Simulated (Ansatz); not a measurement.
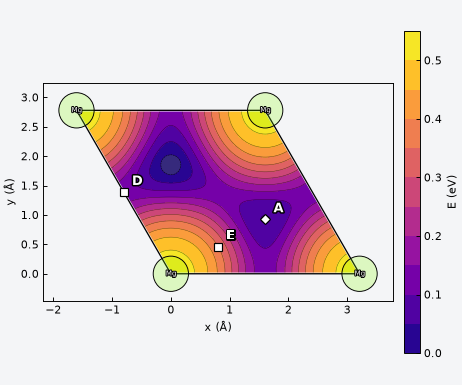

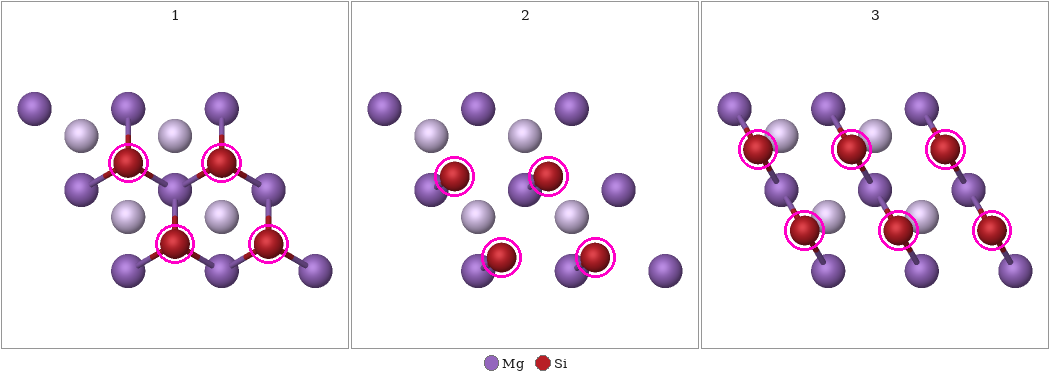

Si on a Mg(001) slab cut from the P6_3/mmc phase, its upper half relaxed before the scan (4 atoms of substrate and one adsorbate in a 1 × 1 cell). 
- Si is moved over the surface cell; relaxed at each place: the height of the adsorbate's atoms; substrate rigid; the origin of the map has the adsorbate above Mg4.
- Places are given modulo a cell vector. The map is drawn in real space over the plane of the surface.
- The grid has 6 × 6 points; 10 points were computed and 26 follow by symmetry.
- Energies: eV, counted from the lowest grid point.
- With one adsorbate in each 1 × 1 cell, its nearest image is 3.2 Å away, so neighbouring adsorbates interact.
- These are results of Ansatz 0.2.0, DFT PBE, scalar-relativistic, plane waves, PAW, not measurements. Settings: cutoff 420 eV, k-mesh 9×9×1, gaussian smearing 0.1 eV, no spin polarisation.

In the figure: filled contours, labelled circles for the atoms of the top layer and small ones for the second layer, the outline of one cell of the plane, lettered points. Between grid points the surface is interpolated. The numbered pictures are the structures at these points, in random order. Rings mark the moved atoms.

**Which structure belongs to which point?**

A is structure 1: a threefold hollow, (4/6, 2/6) of the cell vectors, 0.048 eV; D is structure 3: a bridge site between two Mg atoms, (0/6, 3/6) of the cell vectors, 0.123 eV; E is structure 2: (2/6, 1/6) of the cell vectors [nearest 1 Mg at 2.63 Å], 0.351 eV.
